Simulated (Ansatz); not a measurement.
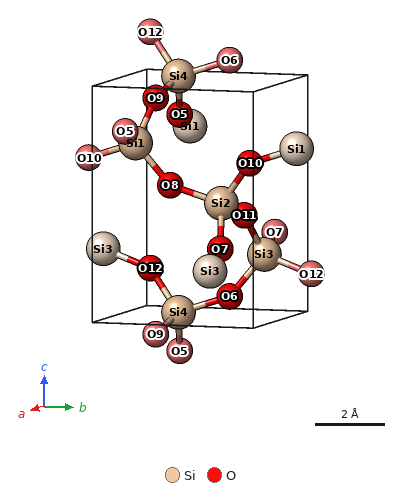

The structure as given in the input (ball-and-stick view of the cell of the calculation, seen slightly off an axis; neighbours outside the cell are drawn fainter; atoms are numbered from 1 in the order of the input). An atom can appear more than once, as a periodic image. Near neighbours in the periodic cell (some may lie outside the picture): Si has 4 O at 1.60 to 1.61 Å; O has 2 Si at 1.60 to 1.61 Å.

## What a change does: geometry relaxation on SiO2

System: SiO2 (P4₁2₁2, 12 atoms in the cell).
Method of run A: Kohn-Sham DFT of a periodic cell, LDA, Ansatz PAW, no spin polarisation (Ansatz 0.2.0).

The structure derives from an entry of the Crystallography Open Database. Text and figures count atoms from 1; the logs count them from 0 in places.

## Input, run A
```yaml
crystal:
  lattice:
    - [4.982, 0.0, 0.0]
    - [0.0, 4.982, 0.0]
    - [0.0, 0.0, 6.963]
  atoms:
    - { symbol: Si, position: [0.79897, 0.20103, 0.75] }
    - { symbol: Si, position: [0.70103, 0.70103, 0.5] }
    - { symbol: Si, position: [0.20103, 0.79897, 0.25] }
    - { symbol: Si, position: [0.29897, 0.29897, 0.0] }
    - { symbol: O, position: [0.10347, 0.23989, 0.82187] }
    - { symbol: O, position: [0.26011, 0.60347, 0.07187] }
    - { symbol: O, position: [0.89653, 0.76011, 0.32187] }
    - { symbol: O, position: [0.73989, 0.39653, 0.57187] }
    - { symbol: O, position: [0.60347, 0.26011, 0.92813] }
    - { symbol: O, position: [0.76011, 0.89653, 0.67813] }
    - { symbol: O, position: [0.39653, 0.73989, 0.42813] }
    - { symbol: O, position: [0.23989, 0.10347, 0.17813] }
hamiltonian:
  xc: lda
  pseudopotentials: { kind: paw }
kpoints:
  mp_grid: { grid: [5, 5, 3] }
scf:
  occupations: { method: fermi_dirac, width: 0.05 }
output:
  forces: true
  stress: true
  eigenvalues: true
relax:
  f_tol: 0.01
  max_steps: 40
  cell: { stress_tol: 0.05 }
```

Command:
```bash
ansatz run input.yaml --threads 4 --pin off --max-ram 11264MiB --backend cpu --events-out ev --progress --plain --runs-dir out
```

Hardware: 4 threads of Arm Neoverse V2, 24 GiB of memory available, shared host.

## Output, shortened to warnings, some set-up lines, iterations and results (run A)
```
Basis set: ecut = 420 eV, 3387 PW (Γ)
Symmetry: 8 space group operations
k-points: 12 of 75 (time reversal used)
Initial density: superposition of atomic densities (neutral atoms: chi_scale 0, normalization atom), corrected by the library's trained network
[...]
SCF iter   1: F=—  HF=-6890.803304 eV  |F-HF|=—  |Δ(HF+E_count)|=         —  Δρ=1.22e-2  dr2=2.30e-1  ethr=1.77e-3  ⟨swp⟩=6.9  Hψ=2817  notcnv=0  defer=22
SCF iter   2: F=—  HF=-6890.738324 eV  |F-HF|=—  |Δ(HF+E_count)|=   6.50e-2  Δρ=3.29e-3  dr2=6.00e-3  ethr=3.59e-4  ⟨swp⟩=2.1  Hψ=991  notcnv=0  defer=64
SCF iter   3: F=—  HF=-6890.736610 eV  |F-HF|=—  |Δ(HF+E_count)|=   1.71e-3  Δρ=1.46e-3  dr2=2.05e-3  ethr=9.37e-6  ⟨swp⟩=2.1  Hψ=803  notcnv=0  defer=64
SCF iter   4: F=—  HF=-6890.736034 eV  |F-HF|=—  |Δ(HF+E_count)|=   5.76e-4  Δρ=4.91e-4  dr2=2.72e-4  ethr=3.20e-6  ⟨swp⟩=1.0  Hψ=464  notcnv=0  defer=64
SCF iter   5: F=—  HF=-6890.735972 eV  |F-HF|=—  |Δ(HF+E_count)|=   6.24e-5  Δρ=7.89e-5  dr2=9.07e-6  ethr=4.25e-7  ⟨swp⟩=1.0  Hψ=464  notcnv=0  defer=64
[... 70 lines ...]
SCF iter   2: F=—  HF=-6890.743037 eV  |F-HF|=—  |Δ(HF+E_count)|=   7.91e-7  Δρ=1.85e-5  dr2=1.05e-7  ethr=6.43e-10  ⟨swp⟩=2.2  Hψ=924  notcnv=0
SCF iter   3: F=—  HF=-6890.743037 eV  |F-HF|=—  |Δ(HF+E_count)|=   1.18e-8  Δρ=7.49e-6  dr2=1.14e-8  ethr=1.64e-10  ⟨swp⟩=2.0  Hψ=807  notcnv=0
SCF iter   4: F=-6890.743037 eV  HF=-6890.743037 eV  |F-HF|=5.46e-12  |Δ(HF+E_count)|=   3.55e-9  Δρ=2.39e-7  dr2=6.14e-11  ethr=1.00e-12  ⟨swp⟩=6.0  Hψ=2459  notcnv=0
SCF 11 converged in 4 iterations: F = -6890.743037 eV  dr2 = 6.14e-11
relax step  11: F+E_penalty+E_count = -6890.74303699 eV  Δ(F+E_penalty+E_count) = +3.158e-3 eV  max|allowed force component| = 1.661e-3 eV/Å  Δτ_max = 0.0000 Å  P = -0.023 …
basis re-selected at this cell: Δ(F+E_penalty+E_count) = +3.158e-3 eV, ΔP = -0.009 GPa vs the last step (what re-selecting the basis moved, of the pressure what is left beyond the Pulay correction that the steps carried, after the strain that the cell walked since its last selection, with what the …
SCF converged after 4 iterations
Free energy (F): -6890.743037 eV
Harris-Foulkes:  -6890.743037 eV  (|F-HF|=5.46e-12)
Internal energy: -6890.743037 eV  (E = F + TS)
E sigma→0 (E₀):  -6890.743037 eV
Fermi energy:    4.033893 eV
--- Per-component energies (eV) ---
  E_band       = -361.142999
  E_kinetic    = 1603.041459
  E_local      = -4428.248109  (includes V_loc(G=0)·N_el)
  E_nonlocal   = 502.568675
  E_hartree    = 1609.831923
  E_xc         = -803.185347
  E_vxc        = -939.909718  (∫ρ·V_xc dr)
  E_paw        = -3132.429198  (= ΣΔE_a)
  E_vpaw       = -318.280636  (= ΣTr[D̂ρ^β])
  E_aug_tail   = 0.021294  (compensation charges beyond the density's cutoff)
  E_ewald      = -2243.456430
  E_core_change = 1.112695  (= ΣΔE_core)
  E_smearing   = -0.000000  (= −TS)
  E_closure    = -0.000000  (closes the sum)
  Σ components = -6890.743037   (vs F -6890.743037, Δ=0.00e0)
--- Forces (eV/Å), atoms counted from 1 ---
  atom   1  Si    -0.00103991     0.00103991     0.00000000
  atom   2  Si     0.00103991     0.00103991     0.00000000
  atom   3  Si     0.00103991    -0.00103991    -0.00000000
  atom   4  Si    -0.00103991    -0.00103991     0.00000000
  atom   5  O      0.00093703     0.00016652     0.00166075
  atom   6  O     -0.00016652     0.00093703     0.00166075
  atom   7  O     -0.00093703    -0.00016652     0.00166075
  atom   8  O      0.00016652    -0.00093703     0.00166075
  atom   9  O      0.00093703    -0.00016652    -0.00166075
  atom  10  O     -0.00016652    -0.00093703    -0.00166075
  atom  11  O     -0.00093703     0.00016652    -0.00166075
  atom  12  O      0.00016652     0.00093703    -0.00166075
  max |Σ_I F_I| component: 1.62e-17 eV/Å
--- Stress (GPa, compression-positive) ---
       -0.014921       0.000000       0.000000
        0.000000      -0.014921       0.000000
        0.000000       0.000000      -0.037724
  P = ⅓ Tr σ = -0.0225 GPa (-0.225 kbar)
--- Relaxed structure (8 steps of the walk, 8 accepted, 3 SCFs on fresh bases) ---
[...]
```

The input of run B differs as follows (lines with − go, lines with + come):
```diff
-  mp_grid: { grid: [5, 5, 3] }
+  mp_grid: { grid: [6, 6, 4] }
```

Predict how the results change.

The free energy of run B is 0.02 meV per atom higher, which measures how much it depends on this numerical setting. The number of SCF iterations is the same. The irreducible k-points go from 12 to 30.

## Output, shortened to warnings, some set-up lines, iterations and results (run B)
```
Basis set: ecut = 420 eV, 3387 PW (Γ)
Symmetry: 8 space group operations
k-points: 30 of 144 (time reversal used)
Initial density: superposition of atomic densities (neutral atoms: chi_scale 0, normalization atom), corrected by the library's trained network
[...]
SCF iter   1: F=—  HF=-6890.803333 eV  |F-HF|=—  |Δ(HF+E_count)|=         —  Δρ=1.22e-2  dr2=2.30e-1  ethr=1.77e-3  ⟨swp⟩=7.0  Hψ=7046  notcnv=0  defer=39
SCF iter   2: F=—  HF=-6890.738361 eV  |F-HF|=—  |Δ(HF+E_count)|=   6.50e-2  Δρ=3.29e-3  dr2=6.00e-3  ethr=3.59e-4  ⟨swp⟩=2.2  Hψ=2491  notcnv=0  defer=153
SCF iter   3: F=—  HF=-6890.736647 eV  |F-HF|=—  |Δ(HF+E_count)|=   1.71e-3  Δρ=1.46e-3  dr2=2.05e-3  ethr=9.38e-6  ⟨swp⟩=2.1  Hψ=1995  notcnv=0  defer=153
SCF iter   4: F=—  HF=-6890.736072 eV  |F-HF|=—  |Δ(HF+E_count)|=   5.75e-4  Δρ=4.93e-4  dr2=2.74e-4  ethr=3.20e-6  ⟨swp⟩=1.0  Hψ=1167  notcnv=0  defer=153
SCF iter   5: F=—  HF=-6890.736008 eV  |F-HF|=—  |Δ(HF+E_count)|=   6.41e-5  Δρ=7.88e-5  dr2=8.96e-6  ethr=4.27e-7  ⟨swp⟩=1.1  Hψ=1247  notcnv=0  defer=153
[... 70 lines ...]
SCF iter   2: F=—  HF=-6890.742780 eV  |F-HF|=—  |Δ(HF+E_count)|=   2.09e-6  Δρ=1.87e-5  dr2=9.75e-8  ethr=6.36e-10  ⟨swp⟩=2.0  Hψ=2252  notcnv=0
SCF iter   3: F=—  HF=-6890.742780 eV  |F-HF|=—  |Δ(HF+E_count)|=   1.35e-8  Δρ=6.45e-6  dr2=8.78e-9  ethr=1.52e-10  ⟨swp⟩=2.0  Hψ=1996  notcnv=0
SCF iter   4: F=-6890.742780 eV  HF=-6890.742780 eV  |F-HF|=1.82e-11  |Δ(HF+E_count)|=   1.94e-9  Δρ=2.03e-7  dr2=3.78e-11  ethr=1.00e-12  ⟨swp⟩=5.4  Hψ=6204  notcnv=0
SCF 11 converged in 4 iterations: F = -6890.742780 eV  dr2 = 3.78e-11
relax step  11: F+E_penalty+E_count = -6890.74277958 eV  Δ(F+E_penalty+E_count) = +3.220e-3 eV  max|allowed force component| = 1.811e-3 eV/Å  Δτ_max = 0.0000 Å  P = -0.023 …
basis re-selected at this cell: Δ(F+E_penalty+E_count) = +3.220e-3 eV, ΔP = -0.009 GPa vs the last step (what re-selecting the basis moved, of the pressure what is left beyond the Pulay correction that the steps carried, after the strain that the cell walked since its last selection, with what the …
SCF converged after 4 iterations
Free energy (F): -6890.742780 eV
Harris-Foulkes:  -6890.742780 eV  (|F-HF|=1.82e-11)
Internal energy: -6890.742780 eV  (E = F + TS)
E sigma→0 (E₀):  -6890.742780 eV
Fermi energy:    4.048916 eV
--- Per-component energies (eV) ---
  E_band       = -361.106264
  E_kinetic    = 1603.047627
  E_local      = -4427.980995  (includes V_loc(G=0)·N_el)
  E_nonlocal   = 502.564649
  E_hartree    = 1609.716417
  E_xc         = -803.187513
  E_vxc        = -939.912511  (∫ρ·V_xc dr)
  E_paw        = -3132.427768  (= ΣΔE_a)
  E_vpaw       = -318.279188  (= ΣTr[D̂ρ^β])
  E_aug_tail   = 0.021293  (compensation charges beyond the density's cutoff)
  E_ewald      = -2243.609185
  E_core_change = 1.112695  (= ΣΔE_core)
  E_smearing   = -0.000000  (= −TS)
  E_closure    = 0.000000  (closes the sum)
  Σ components = -6890.742780   (vs F -6890.742780, Δ=0.00e0)
--- Forces (eV/Å), atoms counted from 1 ---
  atom   1  Si    -0.00127435     0.00127435     0.00000000
  atom   2  Si     0.00127435     0.00127435    -0.00000000
  atom   3  Si     0.00127435    -0.00127435     0.00000000
  atom   4  Si    -0.00127435    -0.00127435    -0.00000000
  atom   5  O      0.00116115     0.00012933     0.00181102
  atom   6  O     -0.00012933     0.00116115     0.00181102
  atom   7  O     -0.00116115    -0.00012933     0.00181102
  atom   8  O      0.00012933    -0.00116115     0.00181102
  atom   9  O      0.00116115    -0.00012933    -0.00181102
  atom  10  O     -0.00012933    -0.00116115    -0.00181102
  atom  11  O     -0.00116115     0.00012933    -0.00181102
  atom  12  O      0.00012933     0.00116115    -0.00181102
  max |Σ_I F_I| component: 1.17e-17 eV/Å
--- Stress (GPa, compression-positive) ---
       -0.013781       0.000000       0.000000
        0.000000      -0.013781      -0.000000
        0.000000      -0.000000      -0.040146
  P = ⅓ Tr σ = -0.0226 GPa (-0.226 kbar)
--- Relaxed structure (8 steps of the walk, 8 accepted, 3 SCFs on fresh bases) ---
[...]
```

## The two runs side by side

| quantity | run A | run B |
| --- | --- | --- |
| outcome | converged | converged |
| free energy per atom (eV) | −574.2286 | −574.2286 |
| gap on the mesh (eV) | 5.55 | 5.55 |
| pressure (GPa) | −0.02 | −0.02 |
| largest force (eV/Å) | 0.002 | 0.002 |
| SCF iterations | 58 | 58 |
| irreducible k-points | 12 | 30 |
